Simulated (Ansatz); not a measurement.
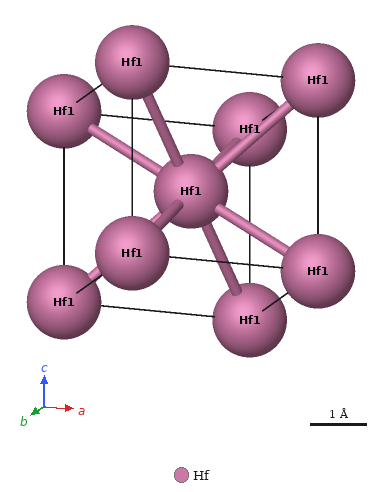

Figure 1. The input geometry (ball-and-stick view of the cell 2 times as large as that of the calculation, set on its symmetry axes, seen at an oblique angle; atoms are numbered from 1 in the order of the input).

Run report: Hf, single-point calculation

The run: single-point calculation of Hf (Im-3m, 1 atom in the cell). Method and program: DFT, PBE, all-electron LAPW, scalar-relativistic, no spin polarisation (Ansatz 0.2.0).

The structure derives from a Materials Project entry. Its volume is 1.04 times that of the source entry. It belongs to a series of runs on one base structure; here: functional pbe, volume scaled by 1.04. Figures and captions count atoms from 1; the log counts them from 0 in places.

### Input file
```yaml
crystal:
  lattice:
    - [-1.790751237, 1.790751237, 1.790751237]
    - [1.790751237, -1.790751237, 1.790751237]
    - [1.790751237, 1.790751237, -1.790751237]
  atoms:
    - { symbol: Hf, position: [0.0, 0.0, 0.0] }
kpoints:
  mp_grid: { grid: [14, 14, 14] }
scf:
  occupations: { method: fermi_dirac, width: 0.05 }
hamiltonian:
  xc: pbe
  pseudopotentials: { kind: all_electron, lapw: { basis_error: 0.0005 } }
output:
  forces: true
  stress: true
  eigenvalues: true
```

Command:
```bash
ansatz run input.yaml --threads 1 --pin off --max-ram 2048MiB --backend cpu --events-out ev --progress --plain --runs-dir out
```

### Log
```
LAPW: plane waves up to 7.865 Å⁻¹, error target 5.0e-4 eV per atom; small_component_spin mean_spin; Hf in spheres of 1.551 Å, 36 of its electrons in bands, Dirac shells [] (how accurate: hamiltonian.pseudopotentials.lapw.basis_error, Limitations)
Engine: ansatz 0.2.0, x86_64-unknown-linux-gnu
Pseudopotentials: kind: all_electron
Pseudopotential: Hf, LAPW, valence charge 36, lapw/all_electron/scalar/gaussian/Hf, Koelling and Harmon's equation, gaussian nucleus
Functional definition: PBE
  parameter kappa = 0.804
  parameter beta = 0.06672455060314922
  exchange = pbe_x(kappa = kappa, mu = beta*pi^2/3)
  correlation = pbe_c(beta = beta)
Crystal: 1 atoms, lattice volume = 22.970 Å³
Basis set: ecut = 235.65563765408837 eV, 201 PW (Γ), exchange–correlation at level 2
Bands: 22, of which v1, the nominal top of the filled ones, is band 18 counted from 1 (17 counted from 0)
Symmetry: 48 space group operations
Space group: Im-3m (ITA 229), of the structure as read, at distance tolerance 2.8e-5 Å
k-points: 104 of 2744
Non-local potential: Hf, projectors of the file, none
Initial density: superposition of atomic densities (chi_scale 0.1, normalization cell)
Initial wavefunctions: plane waves of lowest kinetic energy (no species holds an atomic orbital)
Functional: x = pbe(κ = 0.804, μ = 0.2195149727645171), c = pbe(β = 0.06672455060314922)
iter 1 solved again at ethr=2.26e-4 eV; its pass at ethr=1.00e-1 eV (dr2=8.15e-2 eV) is discarded
SCF iter   1: F=—  HF=-410250.171245 eV  |F-HF|=—  |Δ(HF+E_count)|=         —  Δρ=2.00e-2  dr2=8.19e-2  ethr=2.26e-4  ⟨swp⟩=2.8  Hψ=14539  notcnv=0
preconditioner: auto → Kerker (q_TF=auto, 2.940 Å⁻¹)  [metal: Δε(μ)=0.005 eV  Ē_g=17.822 eV  σ=0.050 eV  W_gap=0.03  n_scr=12 (ndim 8)  ℏωp=38.0 eV  f_vac=0.000  D(μ)=1.93/eV (n_scr^D=18)]
SCF iter   2: F=—  HF=-410250.085699 eV  |F-HF|=—  |Δ(HF+E_count)|=   8.55e-2  Δρ=1.11e-2  dr2=2.94e-2  ethr=2.26e-4  ⟨swp⟩=2.0  Hψ=7279  notcnv=0
SCF iter   3: F=—  HF=-410250.073772 eV  |F-HF|=—  |Δ(HF+E_count)|=   1.19e-2  Δρ=8.18e-3  dr2=1.73e-2  ethr=8.16e-5  ⟨swp⟩=2.0  Hψ=6903  notcnv=0
SCF iter   4: F=—  HF=-410250.066937 eV  |F-HF|=—  |Δ(HF+E_count)|=   6.84e-3  Δρ=4.57e-3  dr2=6.25e-3  ethr=4.81e-5  ⟨swp⟩=2.0  Hψ=6833  notcnv=0
iter 5 solved again at ethr=1.29e-6 eV; its pass at ethr=1.74e-5 eV (dr2=4.64e-4 eV) is discarded
SCF iter   5: F=—  HF=-410250.067535 eV  |F-HF|=—  |Δ(HF+E_count)|=   5.98e-4  Δρ=1.21e-3  dr2=4.64e-4  ethr=1.29e-6  ⟨swp⟩=2.0  Hψ=11446  notcnv=0
SCF iter   6: F=—  HF=-410250.067587 eV  |F-HF|=—  |Δ(HF+E_count)|=   5.24e-5  Δρ=3.29e-4  dr2=1.87e-5  ethr=1.29e-6  ⟨swp⟩=2.0  Hψ=6903  notcnv=0
SCF iter   7: F=—  HF=-410250.067588 eV  |F-HF|=—  |Δ(HF+E_count)|=   7.03e-7  Δρ=6.19e-5  dr2=6.96e-7  ethr=5.19e-8  ⟨swp⟩=2.0  Hψ=6903  notcnv=0
SCF iter   8: F=-410250.067588 eV  HF=-410250.067588 eV  |F-HF|=5.82e-11  |Δ(HF+E_count)|=   5.02e-8  Δρ=1.04e-5  dr2=1.42e-8  ethr=1.93e-9  ⟨swp⟩=2.0  Hψ=6903  notcnv=0
SCF 1 converged in 8 iterations: F = -410250.067588 eV  dr2 = 1.42e-8
SCF converged after 8 iterations
Free energy (F): -410250.067588 eV
Harris-Foulkes:  -410250.067588 eV  (|F-HF|=5.82e-11)
Internal energy: -410250.050034 eV  (E = F + TS)
E sigma→0 (E₀):  -410250.058811 eV
Entropy (-TS):   -0.017554 eV (-17.554 meV/atom)
Fermi energy:    19.292746 eV
--- Per-component energies (eV) ---
  E_band       = -1788.889936
  E_kinetic    = 456477.442570
  E_xc         = -8414.852848
  E_electrostatic = -858312.639756  (all electrons and nuclei)
  E_smearing   = -0.017554  (= −TS)
  E_closure    = 0.000000  (closes the sum)
  E_atoms      = -410242.921030  (free atoms, spherical and without spin; not in F)
  Σ components = -410250.067588   (vs F -410250.067588, Δ=0.00e0)
  Basis errors (estimates in eV, not in F): energy 1.1e-4 per atom: plane waves 1.1e-4 (5.5e-5 summed), levels above the bands 1.4e-63, relativity 3.6e-8, radial functions 6.9e-6, core shells 2.4e-7; eigenvalues (radial functions only) 4.3e-7; not estimated: angular momenta, meshes, grids; target (lapw.basis_error) 5.0e-4; muffin-tin radii Hf 1.551 Å
--- Forces (eV/Å), atoms counted from 1 ---
  atom   1  Hf    -0.00000000     0.00000000    -0.00000000
  max |Σ_I F_I| component: 2.63e-31 eV/Å
--- Stress (GPa, compression-positive) ---
       -2.828741      -0.000000      -0.000000
       -0.000000      -2.828741       0.000000
       -0.000000       0.000000      -2.828741
  P = ⅓ Tr σ = -2.8287 GPa (-28.287 kbar)
--- Band table (eV; the first three rows and the last of 104) ---
  k-point 0: bands = ["-181.7434", "-181.7434", "-181.7428", "-181.7428", "-181.7428", "-42.3186", "-10.6099", "-10.6099", "-10.6099", "7.7140", "7.7140", "7.7140", "7.7810", "7.7810", "7.7810", "7.8086", "12.3593", "20.8030", "20.8030", "20.8030", "23.5090", "23.5090"]
  k-point 1: bands = ["-181.7434", "-181.7434", "-181.7428", "-181.7428", "-181.7428", "-42.3156", "-10.6494", "-10.6223", "-10.6100", "7.7151", "7.7164", "7.7165", "7.7787", "7.7801", "7.7802", "7.8054", "12.5419", "20.6761", "20.7540", "20.9844", "23.3090", "23.5089"]
  k-point 2: bands = ["-181.7434", "-181.7434", "-181.7428", "-181.7428", "-181.7428", "-42.3073", "-10.7587", "-10.6570", "-10.6104", "7.7179", "7.7232", "7.7235", "7.7725", "7.7764", "7.7781", "7.7983", "13.0656", "20.3445", "20.5321", "21.5198", "22.9928", "23.5263"]
  k-point 103: bands = ["-181.7435", "-181.7435", "-181.7428", "-181.7428", "-181.7428", "-42.2127", "-11.1382", "-11.1382", "-11.1382", "7.6977", "7.7433", "7.7433", "7.7433", "7.7887", "7.7887", "7.7887", "16.8380", "16.8380", "25.8793", "25.8793", "25.8793", "26.3193"]
```

### Key numbers

- outcome: converged
- space group (tolerance 0.01 Å): Im-3m (229)
- electrons in bands (core shells apart): 36
- free energy: −410250.0676 eV
- Fermi energy: 19.293 eV
- pressure: −2.83 GPa
- largest force (length of the vector): under 0.001 eV/Å
- hardware: 1 thread of an x86-64 CPU, shared host
- wall time: 12 s
- peak memory: 0.36 GiB

### Notes

Spin–orbit coupling is left out, which matters for Hf.
